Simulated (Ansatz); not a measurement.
A series of calculations on Bi

### A change

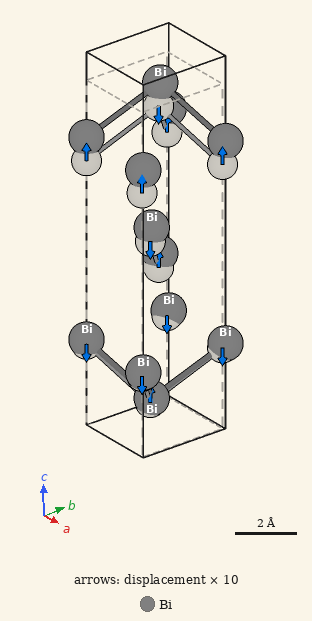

A symmetric starting cell of Bi, drawn pale, and a changed version of it, drawn solid. The blue arrows show how the atoms are displaced (without the part that the change of the cell carries along), magnified 10 times. Besides, the cell is strained by +8.2 % along c and +2.2 % across it (volume +12.9 %). A ball-and-stick model of the conventional cell (3 times the calculation's cell), seen slightly off an axis. Lengths and directions refer to the drawn axes.

These are results of Ansatz, DFT PBE, scalar-relativistic, plane waves, PAW, not measurements. Settings: plane-wave cutoff 420 eV; k-point mesh 12 × 12 × 12; occupations gaussian; smearing width 0.1 eV; no spin polarisation.

How are the atoms displaced, and what does the calculation give?

Atoms are displaced by 0.06 Å relative to the cell. No relaxation follows. The starting cell wasn't computed here and needn't be at equilibrium, so pressure and forces aren't due to the change alone. The pressure is −1.6 GPa (not all of it need come from the change, since the unchanged cell can be under pressure at this level too). The principal stresses (compression positive) are −1.3 GPa along c and −1.7 GPa across it. The largest forces, 0.046 eV/Å, act on 2 Bi atoms of the calculation's cell. Some distances before and after: Bi–Bi 3.071 → 3.120 Å. The space group stays R-3m (No. 166).

### A change

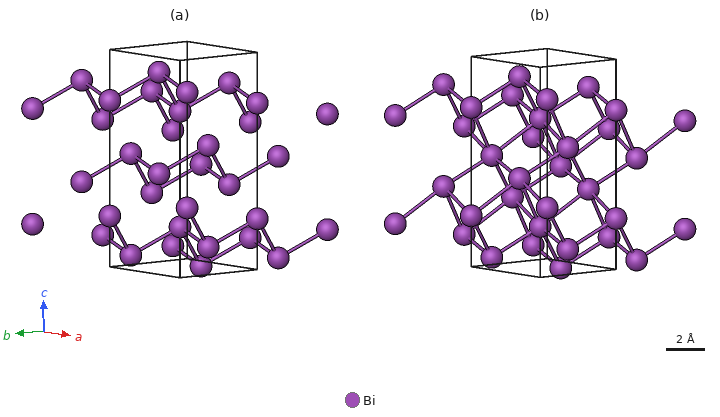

Left: a symmetric starting cell of Bi. Right: the same structure after one change, at the same scale. Style: ball-and-stick. Shown: the conventional cell (3 times the calculation's cell), repeated 2 × 2 × 1 with one cell outlined, from a free direction. Lengths and directions refer to the drawn axes.

All numbers below come from DFT PBE, scalar-relativistic, plane waves, PAW in Ansatz 0.2.0. Settings: plane-wave cutoff 420 eV; k-point mesh 12 × 12 × 12; occupations gaussian; smearing width 0.1 eV; no spin polarisation.

### What was changed?

The cell is strained by −3.3 % along c and −1.8 % across it (volume −6.7 %) and atoms are displaced by 0.10 Å relative to the cell. No relaxation follows. The starting cell wasn't computed here and needn't be at equilibrium, so pressure and forces aren't due to the change alone.

### What does the change do?

The pressure is 4.0 GPa (not all of it need come from the change, since the unchanged cell can be under pressure at this level too). The principal stresses (compression positive) are 3.5 GPa along c and 4.2 GPa across it. The largest forces, 0.2 eV/Å, act on 2 Bi atoms of the calculation's cell. The forces point straight back along the displacements (cosine −1.00). Some distances before and after: Bi–Bi 3.529 → 3.318 Å, Bi–Bi 3.071 → 3.108 Å. The space group stays R-3m (No. 166).

### Distortion

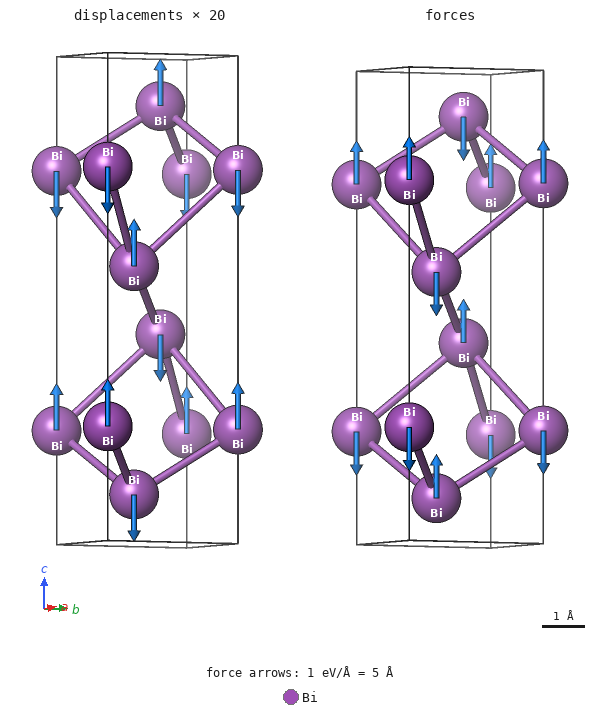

Left: a symmetric starting cell of Bi, with blue arrows for the displacements applied to it (without the part that the change of the cell carries along). Right: the displaced structure with the computed forces. Besides, the cell is strained by −3.0 % along c and +3.0 % across it (volume +3.0 %). Style: ball-and-stick. Shown: the conventional cell (3 times the calculation's cell), from a free direction. Lengths and directions refer to the drawn axes.

Computed with DFT PBE, scalar-relativistic, plane waves, PAW in Ansatz. Set-up: plane-wave cutoff 420 eV; k-point mesh 12 × 12 × 12; occupations gaussian; smearing width 0.1 eV; no spin polarisation.

> How do the forces relate to the distortion?

Atoms are displaced by 0.06 Å relative to the cell. No relaxation follows. The starting cell wasn't computed here and needn't be at equilibrium, so pressure and forces aren't due to the change alone. The pressure is −0.7 GPa (not all of it need come from the change, since the unchanged cell can be under pressure at this level too). The principal stresses (compression positive) are 0.1 GPa along c and −1.2 GPa across it. The largest forces, 0.22 eV/Å, act on 2 Bi atoms of the calculation's cell. The forces point straight back along the displacements (cosine −1.00). Some distances before and after: Bi–Bi 3.071 → 3.175 Å, Bi–Bi 3.529 → 3.469 Å. The space group stays R-3m (No. 166).

### Distortion

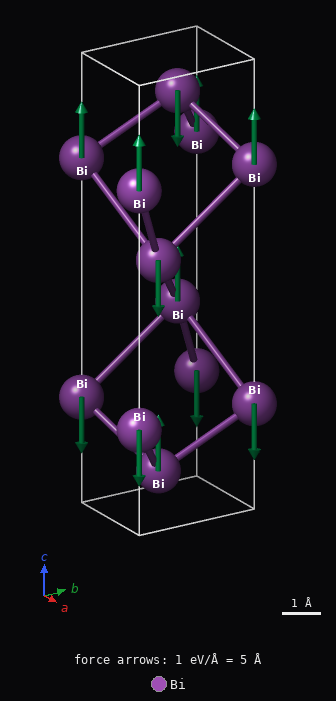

A changed version of a symmetric starting cell of Bi, with the computed forces as green arrows. Besides, all lengths are scaled by +3.7 % (volume +11.4 %). A ball-and-stick model of the conventional cell (3 times the calculation's cell), seen slightly off an axis. Lengths and directions refer to the drawn axes.

These are results of Ansatz 0.2.0, DFT PBEsol, scalar-relativistic, plane waves, PAW, not measurements. Settings: plane-wave cutoff 420 eV; k-point mesh 12 × 12 × 12; occupations gaussian; smearing width 0.1 eV; no spin polarisation.

Describe the distortion and the response.

The atoms keep their fractional coordinates. No relaxation follows. The starting cell wasn't computed here and needn't be at equilibrium, so pressure and forces aren't due to the change alone. Some distances before and after: Bi–Bi 3.529 → 3.659 Å, Bi–Bi 3.071 → 3.184 Å. The space group stays R-3m (No. 166). The pressure is −4.5 GPa (not all of it need come from the change, since the unchanged cell can be under pressure at this level too). The principal stresses (compression positive) are −4.0 GPa along c and −4.8 GPa across it. The largest forces, 0.31 eV/Å, act on 2 Bi atoms of the calculation's cell.
